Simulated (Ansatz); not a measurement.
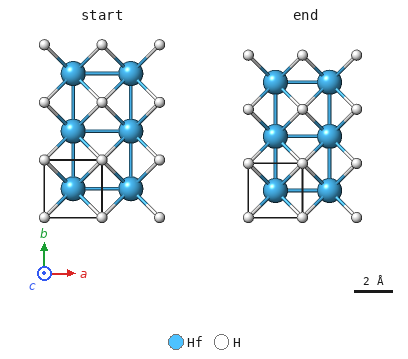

The structure of crystalline HfH (a generated structure, set up in Pm-3m) (coarse preliminary run) before (left) and after (right) a relaxation, at one scale.

A ball-and-stick model of the cell of the calculation, repeated 2 × 3 × 1 with one cell outlined, seen along the c axis.

The calculation used DFT PBE, scalar-relativistic, plane waves, PAW (Ansatz 0.2.0). (plane-wave cutoff 420 eV; k-point mesh 6 × 6 × 6; occupations gaussian; smearing width 0.1 eV; no spin polarisation; cell and atoms relaxed; force threshold 0.04 eV/Å; at most 70 steps)

### Summarise the run.

No atom moves by more than 0.005 Å relative to the cell. Cell: a = b = c 3.109 → 2.921 Å (−6.1 %). Volume −17.1 %. Some distances before and after: Hf–Hf 3.109 → 2.921 Å, H–Hf 2.693 → 2.530 Å. The space group stays Pm-3m (No. 221). After 3 accepted moves (4 points after the start) the energy has fallen by 0.270 eV per cell of the calculation. All forces vanish by symmetry, so only the cell relaxes. Pressure: −14.32 GPa at the start and −0.14 GPa at the end. At 1 point the geometry stayed and the basis and grid were re-selected for the new cell (energy shift of 1.8 meV per cell of the calculation at most each time).
